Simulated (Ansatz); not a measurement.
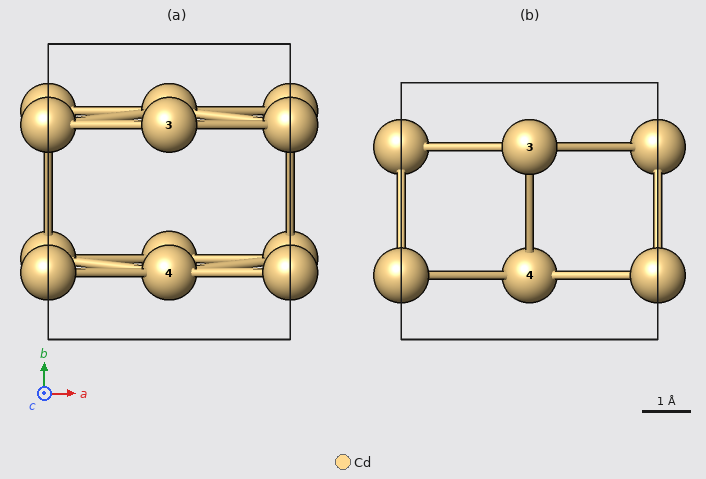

The structure of crystalline Cd (built on the alpha-gallium_64 type) before (left) and after (right) a relaxation, at one scale.

A ball-and-stick model of the conventional cell (2 times the calculation's cell), seen along the c axis. Lengths and directions refer to the drawn axes.

Case: alpha-gallium type (Cmce, No. 64).

Computed with DFT PBEsol, scalar-relativistic, plane waves, PAW in Ansatz 0.2.0.

The input:
```yaml
crystal:
  lattice:
    - [2.5528350409, -3.1175007902, 0.0]
    - [2.5528350409, 3.1175007902, 0.0]
    - [0.0, 0.0, 5.6434176636]
  atoms:
    - { symbol: Cd, position: [0.2265963597, 0.7734036403, 0.1249186293] }
    - { symbol: Cd, position: [0.7265963597, 0.2734036403, 0.3750813707] }
    - { symbol: Cd, position: [0.7734036403, 0.2265963597, 0.8750813707] }
    - { symbol: Cd, position: [0.2734036403, 0.7265963597, 0.6249186293] }
basis:
  ecutwfc: 420
kpoints:
  mp_grid: { grid: [12, 12, 8] }
hamiltonian:
  xc: pbesol
scf:
  occupations: { method: gaussian, width: 0.1 }
output:
  forces: true
  stress: true
  eigenvalues: true
relax:
  adjacent_minimum: "off"
  f_tol: 0.01
  max_steps: 80
  cell: { stress_tol: 0.05 }
```

> What changed between the two?

Over 6 accepted moves (10 points after the start) the energy falls by 35.0 meV per atom. Largest force component: 0.0094 eV/Å at the start, 0.00076 eV/Å at the end. Pressure: 0.28 GPa at the start and −0.02 GPa at the end. The line search rejected the trial steps at points 3, 6, 8 of the run. At 1 point the geometry stayed and the basis and grid were re-selected for the new cell (energy shift of 0.1 meV per atom at most each time). The largest moves relative to the cell, 0.13 Å, are those of Cd1, Cd2, Cd3 and Cd4. Cd1 goes along −b. The drawn cell changes as follows: a 5.106 → 5.412 Å (+6.0 %), b 6.235 → 5.416 Å (−13.1 %), c 5.643 → 5.821 Å (+3.1 %); the volume changes by −5.0 %. Near-neighbour distances that change, for instance: Cd1–Cd3 3.689 → 3.075 Å, Cd1–Cd2 3.422 → 3.074 Å, Cd1–Cd2 (another image) 2.917 → 3.073 Å, Cd1–Cd3 (another image) 2.931 → 3.073 Å. The space group (tolerance 0.01 Å) goes from Cmce (No. 64) to I4/mmm (No. 139). The run took of the order of 5 core-minutes on a shared host.
